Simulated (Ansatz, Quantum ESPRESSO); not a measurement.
# Complex bands of TlBr, caesium chloride type, lattice constant set to 4.06 Å, part 2 of 3

Aim: how fast states decay in the gap of TlBr, caesium chloride type, lattice constant set to 4.06 Å.

Quantum ESPRESSO 7.5; plane-wave DFT, PBE, PseudoDojo norm-conserving pseudopotentials; cross-check by Ansatz 0.2.0 with PAW datasets.

So far. Step 2 (Ground state): The run needed 8 iterations to bring the estimated error under 1e-09 Ry.

## 3. Complex bands with pwcond.x

Level of this step: complex band structure by pwcond; plane-wave DFT, PBE, PseudoDojo norm-conserving pseudopotentials (Quantum ESPRESSO).

ikind = 0 solves one period of the crystal for all kz, real and complex, at each energy and k across. ewind and epsproj trim the two-dimensional plane-wave basis; nz1 sets the subslabs.

cbs.in reads:

```
&inputcond
  outdir = './out'
  prefixl = 'scf'
  band_file = 'cbs'
  ikind = 0
  ewind = 4.0
  epsproj = 1e-05
  nz1 = 7
  energy0 = 6.9
  denergy = -0.23
/
4
  0.00000000 0.00000000 1.00000000
  0.50000000 0.00000000 1.00000000
  0.50000000 0.50000000 1.00000000
  0.25000000 0.00000000 1.00000000
40
```

The run is started by

```
> OMP_NUM_THREADS=1 mpirun -n 2 pwcond.x -in cbs.in > cbs.out
```

The log of the run:

```text
[banner, memory and clock lines left out]
Program PWCOND v.7.5 starts

          URL

     ./out/scf.save/

     IMPORTANT: XC functional enforced from input :
     Exchange-correlation= PBE
                           (   1   4   3   4   0   0   0)
     Any further DFT definition will be discarded
     Please, verify this is what you really want

     Reading collected, re-writing distributed wavefunctions

===== INPUT FILE containing the left lead =====

     GEOMETRY:

     lattice parameter (alat)  =       7.6723  a.u.
     the volume                =     451.6216 (a.u.)^3
     the cross section         =      58.8640 (a.u.)^2
     l of the unit cell        =       1.0000 (alat)
     number of atoms/cell      =            2
     number of atomic types    =            2

     crystal axes: (cart. coord. in units of alat)
               a(1) = (  1.0000  0.0000  0.0000 )
               a(2) = (  0.0000  1.0000  0.0000 )
               a(3) = (  0.0000  0.0000  1.0000 )

   Cartesian axes

     site n.     atom                  positions (alat units)
          1        Tl     tau(  1)=(  0.0000  0.0000  1.0000  )
          2        Br     tau(  2)=(  0.5000  0.5000  0.5000  )

     nr1s                      =           36
     nr2s                      =           36
     nr3s                      =           36
     nr1sx                     =           36
     nr2sx                     =           36
     nr3sx                     =           36
     nr1                       =           36
     nr2                       =           36
     nr3                       =           36
     nr1x                      =           36
     nr2x                      =           36
     nr3x                      =           36

 _______________________________
  Radii of nonlocal spheres:

     type       ibeta     ang. mom.          radius (alat units)
       Tl         1         0                    0.2724
       Tl         2         0                    0.2763
       Tl         3         1                    0.3376
       Tl         4         1                    0.3363
       Tl         5         2                    0.2568
       Tl         6         2                    0.2620
       Br         1         0                    0.2320
       Br         2         0                    0.2359
       Br         3         1                    0.1981
       Br         4         1                    0.2007
       Br         5         2                    0.2542
       Br         6         2                    0.2542
----- General information -----

----- Complex band structure calculation -----

     nrx                       =           36
     nry                       =           36
     nz1                       =            7

     energy0               =         6.9E+00
     denergy               =        -2.3E-01
     nenergy               =         40
     ecut2d                =         5.4E+01
     ewind                 =         4.0E+00
     epsproj               =         1.0E-05

     number of k_|| points=    4
                       cryst. coord.
        k(    1) = (   0.0000000   0.0000000), wk =   0.2500000
        k(    2) = (   0.5000000   0.0000000), wk =   0.2500000
        k(    3) = (   0.5000000   0.5000000), wk =   0.2500000
        k(    4) = (   0.2500000   0.0000000), wk =   0.2500000
----- Information about left lead -----

     nocros                   =           18
     noins                    =           18
     norb                     =           54
     norbf                    =           54
     nrz                      =           36

      iorb      type   ibeta   ang. mom.   m       position (alat)
        1        1       1        0        1   taunew(   1)=(  0.0000  0.0000  0.0000)
        2        1       2        0        1   taunew(   2)=(  0.0000  0.0000  0.0000)
        3        1       3        1        1   taunew(   3)=(  0.0000  0.0000  0.0000)
        4        1       3        1        2   taunew(   4)=(  0.0000  0.0000  0.0000)
        5        1       3        1        3   taunew(   5)=(  0.0000  0.0000  0.0000)
        6        1       4        1        1   taunew(   6)=(  0.0000  0.0000  0.0000)
        7        1       4        1        2   taunew(   7)=(  0.0000  0.0000  0.0000)
        8        1       4        1        3   taunew(   8)=(  0.0000  0.0000  0.0000)
        9        1       5        2        1   taunew(   9)=(  0.0000  0.0000  0.0000)
       10        1       5        2        2   taunew(  10)=(  0.0000  0.0000  0.0000)
       11        1       5        2        3   taunew(  11)=(  0.0000  0.0000  0.0000)
       12        1       5        2        4   taunew(  12)=(  0.0000  0.0000  0.0000)
       13        1       5        2        5   taunew(  13)=(  0.0000  0.0000  0.0000)
       14        1       6        2        1   taunew(  14)=(  0.0000  0.0000  0.0000)
       15        1       6        2        2   taunew(  15)=(  0.0000  0.0000  0.0000)
       16        1       6        2        3   taunew(  16)=(  0.0000  0.0000  0.0000)
       17        1       6        2        4   taunew(  17)=(  0.0000  0.0000  0.0000)
       18        1       6        2        5   taunew(  18)=(  0.0000  0.0000  0.0000)
       19        2       1        0        1   taunew(  19)=(  0.5000  0.5000  0.5000)
       20        2       2        0        1   taunew(  20)=(  0.5000  0.5000  0.5000)
       21        2       3        1        1   taunew(  21)=(  0.5000  0.5000  0.5000)
       22        2       3        1        2   taunew(  22)=(  0.5000  0.5000  0.5000)
       23        2       3        1        3   taunew(  23)=(  0.5000  0.5000  0.5000)
       24        2       4        1        1   taunew(  24)=(  0.5000  0.5000  0.5000)
       25        2       4        1        2   taunew(  25)=(  0.5000  0.5000  0.5000)
       26        2       4        1        3   taunew(  26)=(  0.5000  0.5000  0.5000)
       27        2       5        2        1   taunew(  27)=(  0.5000  0.5000  0.5000)
       28        2       5        2        2   taunew(  28)=(  0.5000  0.5000  0.5000)
       29        2       5        2        3   taunew(  29)=(  0.5000  0.5000  0.5000)
       30        2       5        2        4   taunew(  30)=(  0.5000  0.5000  0.5000)
       31        2       5        2        5   taunew(  31)=(  0.5000  0.5000  0.5000)
       32        2       6        2        1   taunew(  32)=(  0.5000  0.5000  0.5000)
       33        2       6        2        2   taunew(  33)=(  0.5000  0.5000  0.5000)
       34        2       6        2        3   taunew(  34)=(  0.5000  0.5000  0.5000)
       35        2       6        2        4   taunew(  35)=(  0.5000  0.5000  0.5000)
       36        2       6        2        5   taunew(  36)=(  0.5000  0.5000  0.5000)
       37        1       1        0        1   taunew(  37)=(  0.0000  0.0000  1.0000)
       38        1       2        0        1   taunew(  38)=(  0.0000  0.0000  1.0000)
       39        1       3        1        1   taunew(  39)=(  0.0000  0.0000  1.0000)
       40        1       3        1        2   taunew(  40)=(  0.0000  0.0000  1.0000)
       41        1       3        1        3   taunew(  41)=(  0.0000  0.0000  1.0000)
       42        1       4        1        1   taunew(  42)=(  0.0000  0.0000  1.0000)
       43        1       4        1        2   taunew(  43)=(  0.0000  0.0000  1.0000)
       44        1       4        1        3   taunew(  44)=(  0.0000  0.0000  1.0000)
       45        1       5        2        1   taunew(  45)=(  0.0000  0.0000  1.0000)
       46        1       5        2        2   taunew(  46)=(  0.0000  0.0000  1.0000)
       47        1       5        2        3   taunew(  47)=(  0.0000  0.0000  1.0000)
       48        1       5        2        4   taunew(  48)=(  0.0000  0.0000  1.0000)
       49        1       5        2        5   taunew(  49)=(  0.0000  0.0000  1.0000)
       50        1       6        2        1   taunew(  50)=(  0.0000  0.0000  1.0000)
       51        1       6        2        2   taunew(  51)=(  0.0000  0.0000  1.0000)
       52        1       6        2        3   taunew(  52)=(  0.0000  0.0000  1.0000)
       53        1       6        2        4   taunew(  53)=(  0.0000  0.0000  1.0000)
       54        1       6        2        5   taunew(  54)=(  0.0000  0.0000  1.0000)
    k slab    z(k)  z(k+1)     crossing(iorb=1,norb)
    1   0.0000 0.0278 0.0278   111111111111111111000000000000000000000000000000000000
    2   0.0278 0.0556 0.0278   111111111111111111000000000000000000000000000000000000
    3   0.0556 0.0833 0.0278   111111111111111111000000000000000000000000000000000000
    4   0.0833 0.1111 0.0278   111111111111111111000000000000000000000000000000000000
    5   0.1111 0.1389 0.0278   111111111111111111000000000000000000000000000000000000
    6   0.1389 0.1667 0.0278   111111111111111111000000000000000000000000000000000000
    7   0.1667 0.1944 0.0278   111111111111111111000000000000000000000000000000000000
    8   0.1944 0.2222 0.0278   111111111111111111000000000000000000000000000000000000
    9   0.2222 0.2500 0.0278   111111111111111111000000001111111111000000000000000000
   10   0.2500 0.2778 0.0278   111111111111111111110000001111111111000000000000000000
   11   0.2778 0.3056 0.0278   001111110000000000111111111111111111000000000000000000
   12   0.3056 0.3333 0.0278   001111110000000000111111111111111111000000000000000000
   13   0.3333 0.3611 0.0278   001111110000000000111111111111111111000000000000000000
   14   0.3611 0.3889 0.0278   000000000000000000111111111111111111000000000000000000
   15   0.3889 0.4167 0.0278   000000000000000000111111111111111111000000000000000000
   16   0.4167 0.4444 0.0278   000000000000000000111111111111111111000000000000000000
   17   0.4444 0.4722 0.0278   000000000000000000111111111111111111000000000000000000
   18   0.4722 0.5000 0.0278   000000000000000000111111111111111111000000000000000000
   19   0.5000 0.5278 0.0278   000000000000000000111111111111111111000000000000000000
   20   0.5278 0.5556 0.0278   000000000000000000111111111111111111000000000000000000
   21   0.5556 0.5833 0.0278   000000000000000000111111111111111111000000000000000000
   22   0.5833 0.6111 0.0278   000000000000000000111111111111111111000000000000000000
   23   0.6111 0.6389 0.0278   000000000000000000111111111111111111000000000000000000
   24   0.6389 0.6667 0.0278   000000000000000000111111111111111111001111110000000000
   25   0.6667 0.6944 0.0278   000000000000000000111111111111111111001111110000000000
   26   0.6944 0.7222 0.0278   000000000000000000111111111111111111001111110000000000
   27   0.7222 0.7500 0.0278   000000000000000000110000001111111111111111111111111111
   28   0.7500 0.7778 0.0278   000000000000000000000000001111111111111111111111111111
   29   0.7778 0.8056 0.0278   000000000000000000000000000000000000111111111111111111
   30   0.8056 0.8333 0.0278   000000000000000000000000000000000000111111111111111111
   31   0.8333 0.8611 0.0278   000000000000000000000000000000000000111111111111111111
   32   0.8611 0.8889 0.0278   000000000000000000000000000000000000111111111111111111
   33   0.8889 0.9167 0.0278   000000000000000000000000000000000000111111111111111111
   34   0.9167 0.9444 0.0278   000000000000000000000000000000000000111111111111111111
   35   0.9444 0.9722 0.0278   000000000000000000000000000000000000111111111111111111
   36   0.9722 1.0000 0.0278   000000000000000000000000000000000000111111111111111111
 ngper, shell number =          249          36
 ngper, n2d =          249         110
---  E-Ef =    6.9000000  k =    0.0000000   0.0000000
---  ie =          1  ik =          1
 Nchannels of the left tip =            3
 Right moving states:
   k1(2pi/a)   k2(2pi/a)   E-Ef (eV)
  -0.0199659  -0.0000000   6.9000000
  -0.1043653  -0.0000000   6.9000000
  -0.1043653  -0.0000000   6.9000000
 Left moving states:
   k1(2pi/a)   k2(2pi/a)   E-Ef (eV)
   0.0199659  -0.0000000   6.9000000
   0.1043653  -0.0000000   6.9000000
   0.1043653  -0.0000000   6.9000000

---  E-Ef =    6.6700000  k =    0.0000000   0.0000000
---  ie =          2  ik =          1
 Nchannels of the left tip =            3
 Right moving states:
   k1(2pi/a)   k2(2pi/a)   E-Ef (eV)
  -0.0432478  -0.0000000   6.6700000
  -0.1801408  -0.0000000   6.6700000
  -0.1801408  -0.0000000   6.6700000
 Left moving states:
   k1(2pi/a)   k2(2pi/a)   E-Ef (eV)
   0.0432478  -0.0000000   6.6700000
   0.1801408  -0.0000000   6.6700000
   0.1801408  -0.0000000   6.6700000
[... further energies and points left out ...]
---  E-Ef =   -1.8400000  k =    0.2500000   0.0000000
---  ie =         39  ik =          4
 Nchannels of the left tip =            2
 Right moving states:
   k1(2pi/a)   k2(2pi/a)   E-Ef (eV)
  -0.2485820  -0.0000000  -1.8400000
   0.4304503   0.0000000  -1.8400000
 Left moving states:
   k1(2pi/a)   k2(2pi/a)   E-Ef (eV)
   0.2485820  -0.0000000  -1.8400000
  -0.4304503   0.0000000  -1.8400000

---  E-Ef =   -2.0700000  k =    0.2500000   0.0000000
---  ie =         40  ik =          4
 Nchannels of the left tip =            0
 Right moving states:
   k1(2pi/a)   k2(2pi/a)   E-Ef (eV)
 Left moving states:
   k1(2pi/a)   k2(2pi/a)   E-Ef (eV)

Note: The following floating-point exceptions are signalling: IEEE_UNDERFLOW_FLAG
Note: The following floating-point exceptions are signalling: IEEE_UNDERFLOW_FLAG
```

The job ended after 4.3 min (2 MPI ranks of Arm Neoverse N1, shared host; peak memory 0.12 GiB).

Numbers from this step:

| Property | Result |
| --- | --- |
| peak of the smallest κ at the zone centre | 0.174 Å⁻¹ |
| energy of the peak at the zone centre | 0.92 eV |
| peak of the smallest κ at (1/2, 0) | 0.205 Å⁻¹ |
| peak of the smallest κ at (1/2, 1/2) | 0.327 Å⁻¹ |
| peak of the smallest κ at (1/4, 0) | 0.405 Å⁻¹ |

K across = (0, 0) in the cell's reciprocal vectors; values within 0.0025 1/Å of each other count once, columns are sorted by size at each energy, a dash where no further value was kept. The Im kz of the slowest decaying states by energy, zero at the highest filled level of the SCF mesh:

```
energy (eV)  decay 1 (Å⁻¹)  decay 2 (Å⁻¹)  decay 3 (Å⁻¹)
      -2.07          0.511          0.663           1.49
      -0.92          0.433           1.47           1.51
       0.00          0.442          0.521           1.42
       0.92          0.174           0.54          0.562
       2.07          0.535          0.589           1.30
       2.99          0.516          0.563           1.24
       3.91          0.484          0.502           1.08
       5.06          0.347          0.427          0.867
       5.98          0.363          0.653           1.01
```

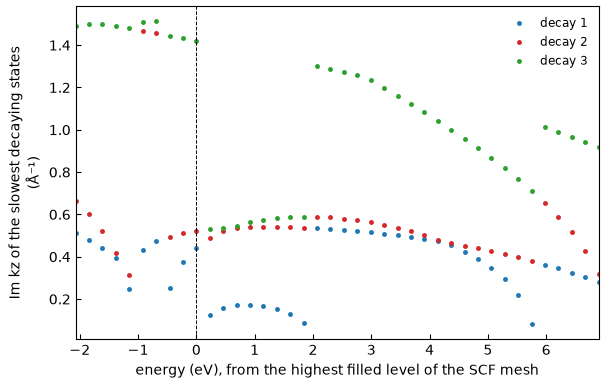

Im kz of the slowest decaying states against energy.

K across = (0, 0) in the cell's reciprocal vectors. Re kz of states that move upwards against energy, zero at the highest filled level of the SCF mesh:

| energy (eV) | channel 1 (Å⁻¹) | channel 2 (Å⁻¹) | channel 3 (Å⁻¹) |
| --- | --- | --- | --- |
| -2.07 | - | - | - |
| -0.92 | 0.269 | 0.287 | 0.287 |
| 0.00 | 0.756 | - | - |
| 0.92 | - | - | - |
| 2.07 | -0.722 | - | - |
| 2.99 | -0.530 | - | - |
| 3.91 | -0.406 | - | - |
| 5.06 | -0.268 | - | - |
| 5.98 | -0.572 | -0.572 | -0.158 |

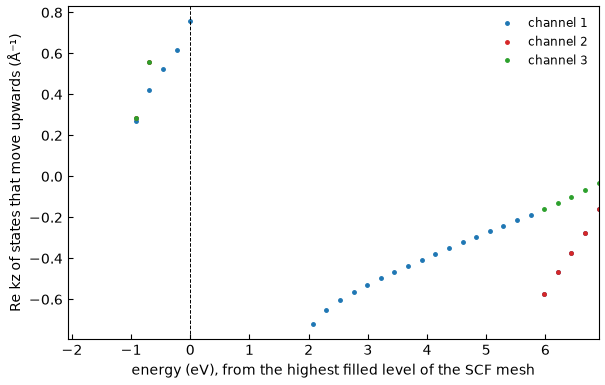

Re kz of states that move upwards against energy.

K across = (1/2, 0) in the cell's reciprocal vectors; values within 0.0025 1/Å of each other count once, columns are sorted by size at each energy, a dash where no further value was kept. Table of Im kz of the slowest decaying states by energy, zero at the highest filled level of the SCF mesh:

| energy (eV) | decay 1 (Å⁻¹) | decay 2 (Å⁻¹) | decay 3 (Å⁻¹) |
| --- | --- | --- | --- |
| -2.07 | 1.16 | 1.19 | 1.32 |
| -1.61 | 1.06 | 1.13 | 1.14 |
| -0.92 | 0.725 | 1.08 | 1.10 |
| -0.46 | 0.098 | 0.366 | 1.05 |
| 0.00 | 0.176 | 0.753 | 1.02 |
| 0.46 | 0.202 | 0.246 | 0.858 |
| 1.15 | 0.191 | 0.388 | 0.921 |
| 1.61 | 0.147 | 0.466 | 0.881 |
| 2.07 | 0.556 | 0.839 | 0.869 |
| 2.76 | 0.725 | 0.775 | 0.795 |
| 3.22 | 0.671 | 0.732 | 0.74 |
| 3.68 | 0.611 | 0.677 | 0.69 |
| 4.37 | 0.487 | 0.565 | 0.628 |
| 4.83 | 0.028 | 0.47 | 0.506 |
| 5.29 | 0.162 | 0.344 | 0.547 |
| 5.75 | 0.094 | 0.203 | 0.505 |
| 6.44 | 0.213 | 0.436 | 0.6 |
| 6.90 | 0.194 | 0.245 | 0.382 |

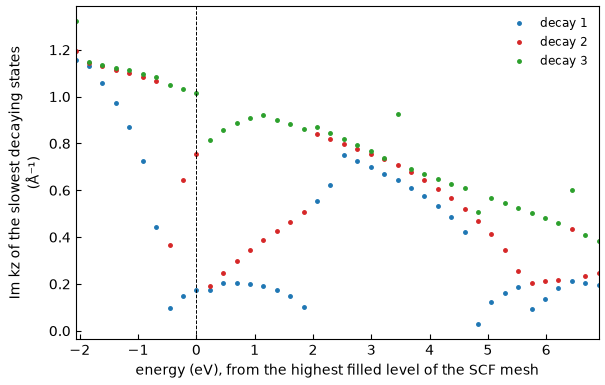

Im kz of the slowest decaying states against energy.

K across = (1/2, 1/2) in the cell's reciprocal vectors; values within 0.0025 1/Å of each other count once, columns are sorted by size at each energy, a dash where no further value was kept. Table of Im kz of the slowest decaying states by energy, zero at the highest filled level of the SCF mesh:

```csv
energy (eV),decay 1 (Å⁻¹),decay 2 (Å⁻¹),decay 3 (Å⁻¹)
-2.07,0.3,0.33,1.61
-1.38,0.204,0.354,1.58
-0.69,0.329,0.364,1.55
0.00,0.273,0.349,0.357
0.69,0.312,0.342,0.369
1.38,0.252,0.289,0.414
2.07,0.146,0.174,0.436
2.76,0.442,1.39,1.57
3.45,0.436,1.35,1.55
4.14,0.42,1.31,1.53
4.83,0.028,0.394,1.27
5.52,0.219,0.357,1.22
6.21,0.282,0.306,1.17
6.90,0.233,0.313,1.11
```

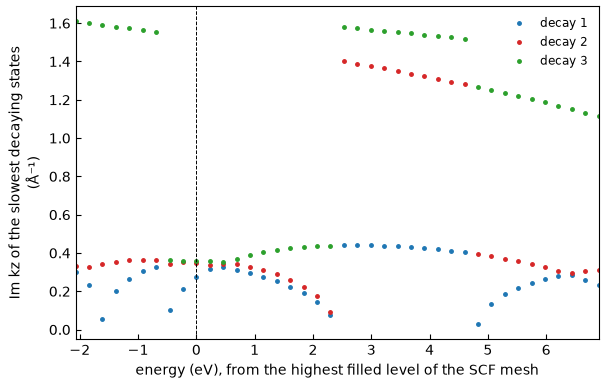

Im kz of the slowest decaying states against energy.

K across = (1/4, 0) in the cell's reciprocal vectors; values within 0.0025 1/Å of each other count once, columns are sorted by size at each energy, a dash where no further value was kept. Table of Im kz of the slowest decaying states by energy, zero at the highest filled level of the SCF mesh:

| energy (eV) | decay 1 (Å⁻¹) | decay 2 (Å⁻¹) | decay 3 (Å⁻¹) |
| --- | --- | --- | --- |
| -2.07 | 0.147 | 0.802 | 1.09 |
| -0.92 | 0.27 | 0.957 | 1.38 |
| 0.00 | 0.192 | 0.531 | 0.825 |
| 0.92 | 0.368 | 0.676 | 0.679 |
| 2.07 | 0.399 | 0.545 | 0.724 |
| 2.99 | 0.311 | 0.468 | 0.715 |
| 3.91 | 0.321 | 0.331 | 0.676 |
| 5.06 | 0.1 | 0.291 | 0.583 |
| 5.98 | 0.413 | 0.432 | 0.556 |

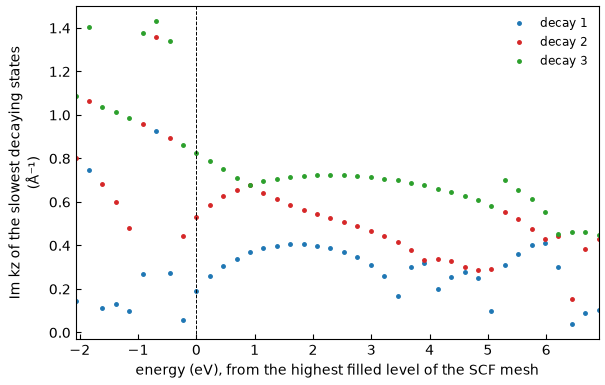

Im kz of the slowest decaying states against energy.

(Part 2 of 3 ends here.)

[Logs are printed without paths, hosts, clocks, repeated set-up lines and the standing remarks that a program may print on its own settings, such as how far it seeks lower states.]

[Hosts, paths, dates, database ids (printed as entryN), source tags and the programs' standing remarks are cut or masked in the printed files.]

[Maps of the electrostatic potential energy from Ansatz leave out the sawtooth potential of an applied field or a dipole correction, so their vacuum need not be flat; planar profiles and work functions include it.]
